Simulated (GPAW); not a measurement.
# free-standing square V monolayer, spacing 2.841 A: one coupling from two orders, and a test

Aim: get Heisenberg couplings of free-standing square V monolayer, spacing 2.841 A from the energies of collinear orders, with pencil and paper, and test them on an order left out of the fit.

Program: GPAW 26.7.0. Level of theory: PBE; plane waves with GPAW's PAW setups, scalar-relativistic. Results are calculated unless marked as measured.

### Step 1. The structure

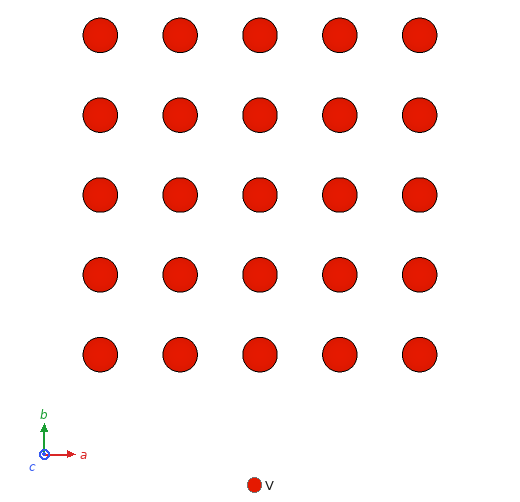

The starting structure, seen from above (vanadium red). 4×4×1 cells are drawn. Some periodic images of atoms are drawn too.

The cell holds 1 atom: 1 V. Cell: a = 2.841 Å, b = 2.841 Å, c = 14.000 Å, α = 90.0°, β = 90.0°, γ = 90.0°. model lattice. Vacuum lies along c.

### Step 2. The parallel order

All energies count from this run.

File order1.py:

```python
import json
import numpy as np
from ase import Atoms
from ase.parallel import paropen, parprint
from gpaw import GPAW

atoms = Atoms(['V'],
    cell=[[2.841, 0.0, 0.0],
         [0.0, 2.841, 0.0],
         [0.0, 0.0, 14.0]],
    scaled_positions=[[0.0, 0.0, 0.5]],
    pbc=True,
    magmoms=[1.5])
atoms.calc = GPAW(mode={'name': 'pw', 'ecut': 550},
    xc='PBE',
    kpts={'size': (10, 10, 1), 'gamma': True},
    occupations={'name': 'fermi-dirac', 'width': 0.05},
    convergence={'density': 1e-05, 'energy': 1e-05},
    maxiter=200,
    symmetry={'tolerance': 1e-4},
    txt='order1.txt')
e = atoms.get_potential_energy(force_consistent=True)
res = {'free_energy': e, 'energy_sigma0': atoms.get_potential_energy(), 'fermi_energy': atoms.calc.get_fermi_level()}
res['moments'] = atoms.get_magnetic_moments().tolist()
res['total'] = atoms.get_magnetic_moment()
parprint('site moments (muB):', np.round(res['moments'], 3))
parprint(f"total moment: {res['total']:.3f} muB")
parprint(f'free energy: {e:.6f} eV')
atoms.calc.write('order1.gpw')
n = atoms.calc.get_pseudo_density()
up, down = (atoms.calc.get_pseudo_density(spin=i) for i in (0, 1))
np.savez('grids.npz', density=n, spin=up - down)
with paropen('results.json', 'w') as f:
    json.dump(res, f)
```

Launch:

```
$ OMP_NUM_THREADS=1 python3 order1.py > order1.log
```

The log of the run:

```text
site moments (muB): [2.423]
total moment: 3.194 muB
free energy: -5.612650 eV

--- order1.txt ---
Input parameters:
  mode=PW(ecut=550),
  convergence={'density': 1e-05, 'energy': 1e-05},
  kpts=MonkhorstPack(size=(10, 10, 1), gamma=True),
  maxiter=200,
  occupations=Occupations(name='fermi-dirac', width=0.05),
  symmetry=Symmetry(tolerance=0.0001),
  xc=XC(name='PBE')

Diagonalizing LCAO Hamiltonian
[...]
|          3 |       -41.114 |     1.000 |       -38.539 |     1.000 |
|          4 |        -6.649 |     1.000 |        -5.455 |     1.000 |
[...]
|          9 |        -1.838 |     0.000 |         0.611 |     0.000 |
|         10 |        -0.982 |     0.000 |         0.611 |     0.000 |
|         11 |         1.330 |     0.000 |         1.798 |     0.000 |
|         12 |         2.318 |     0.000 |         2.831 |     0.000 |

No gap
No difference between direct/indirect transitions


[key lines of the parts left out:]
Free energy:      -5.612650
Converged in 15 steps
dipole moment: (-6.724745, -6.724745, 0.000000)  # |e|*Ang
Fermi level: -2.350
```

Run time: 79 s. Hardware: 1 MPI rank of Intel Xeon Platinum 8488C (Sapphire Rapids), shared host; peak memory 0.21 GiB.

Spin moment in the augmentation sphere by atom:

| atom | spin moment in the augmentation sphere (μB) |
| --- | --- |
| V1 | 2.42 |

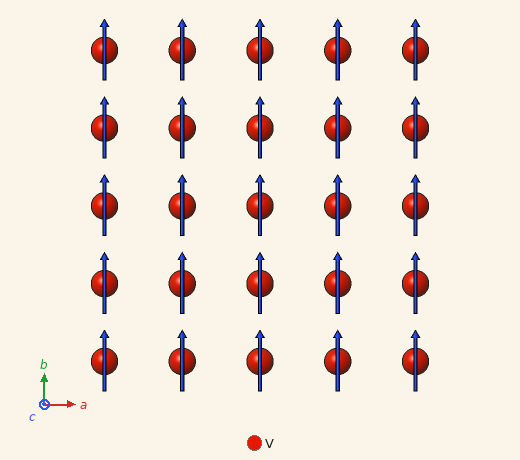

Spin moment in the augmentation sphere as arrows, the longest 2.42 μB. Up and down stand for the sign. Arrows give size and sign along the axis of quantisation, drawn up and down the page. 4×4×1 cells are drawn. Some periodic images of atoms are drawn too.

This step gave:

```
magnetization : 3.194 μB
final state   : ferromagnetic
```

After 15 cycles the largest moment stands at 2.42 μB.

### Step 3. The orders used for the fit

The other orders were run with the same settings, on meshes that hold the same points. Free energies (smearing 0.05 eV, its entropy term included) are divided by the number of V atoms; q is in fractions of the reciprocal vectors of the first run's cell.

| order | atoms | mesh | free energy (eV) | eV per V | largest moment (μB) |
| --- | --- | --- | --- | --- | --- |
| F + | 1 | 10×10×1 | -5.6127 | -5.6127 | 2.42 |
| AF q=(0,1/2,0) +- | 2 | 10×5×1 | -11.4190 | -5.7095 | 2.57 |

### Step 4. Counting neighbours

With E = −Σ J e_i·e_j over ordered pairs of unit vectors, turning a neighbour from parallel to opposed costs 2J a V atom. So an order lies 2 Σ n J over the parallel one, n being the opposed neighbours in each shell.

| shell | distance (Å) | neighbours | opposed in AF q=(0,1/2,0) +- | opposed in AF q=(1/2,1/2,0) +- |
| --- | --- | --- | --- | --- |
| J1 | 2.84 | 4 | 2 | 4 |
| J2 | 4.02 | 4 | 4 | 0 |

Only J1 is kept.

### Step 5. Solving

```
2 × 2 × J1 = -96.86 meV    (AF q=(0,1/2,0) +-)
J1 = -24.22 meV
```

### Step 6. The test

The couplings now give the orders that were left out:

```
2 × 4 × (-24.22) = -193.76 meV    (AF q=(1/2,1/2,0) +-)
```

The runs themselves:

| order | atoms | mesh | free energy (eV) | eV per V | largest moment (μB) | over the parallel order (meV) | foretold (meV) |
| --- | --- | --- | --- | --- | --- | --- | --- |
| AF q=(1/2,1/2,0) +- | 2 | 5×10×1 | -11.2630 | -5.6315 | 2.30 | -18.83 | -193.76 |

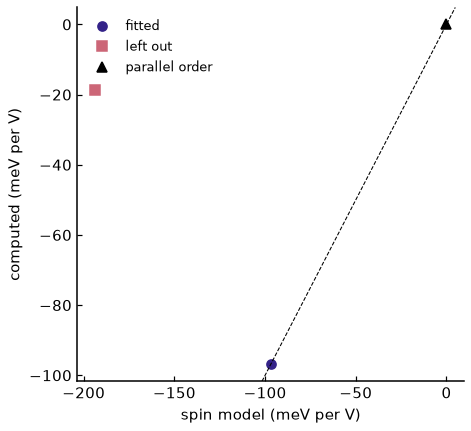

Computed energies of the orders against the model; the dashed line marks agreement.

### Step 7. One more shell

The miss asks for the next shell, which takes one more order into the fit and leaves none for a test.

```
2 × 2 × J1 + 2 × 4 × J2 = -96.86 meV    (AF q=(0,1/2,0) +-)
2 × 4 × J1 = -18.83 meV    (AF q=(1/2,1/2,0) +-)
J1 = -2.35 meV
J2 = -10.93 meV
```

### Step 8. Summary of results

* J1 (V–V at 2.84 Å): -24.2 meV
* largest miss on the orders left out: 175 meV
* J1 with 2 shells: -2.35 meV
* J2 with 2 shells: -10.9 meV

**Reading.** The model misses the order left out by 175 meV, 181 % of the span of the orders, so it fails: these couplings alone don't describe the crystal. With the next shell added the couplings are J1 = -2.35 and J2 = -10.93 meV, untested. The first dropped shell that the test feels is J2 at 4.02 Å. The site moments spread by 10 % over the orders, so moments are not rigid and part of the miss lies outside a spin model. In a metal couplings reach far, and the mesh was not tested. The couplings are effective ones: further shells with opposed neighbours are folded into them or show in the miss. No mean-field temperature is given: it needs a model that holds, an unfrustrated order and couplings in all three dimensions.

[Logs and program files are shortened in this print: banners, set-up blocks, solver, clock and traceback lines can be left out without a mark of their own.]

[Logs are printed without paths, hosts, clocks, repeated set-up lines and the standing remarks that a program may print on its own settings, such as how far it seeks lower states.]

[Hosts, paths, dates, database ids (printed as entryN), source tags and the programs' standing remarks are cut or masked in the printed files.]

[Where a cell is said to come from a database of computed structures, the database is the Materials Project.]
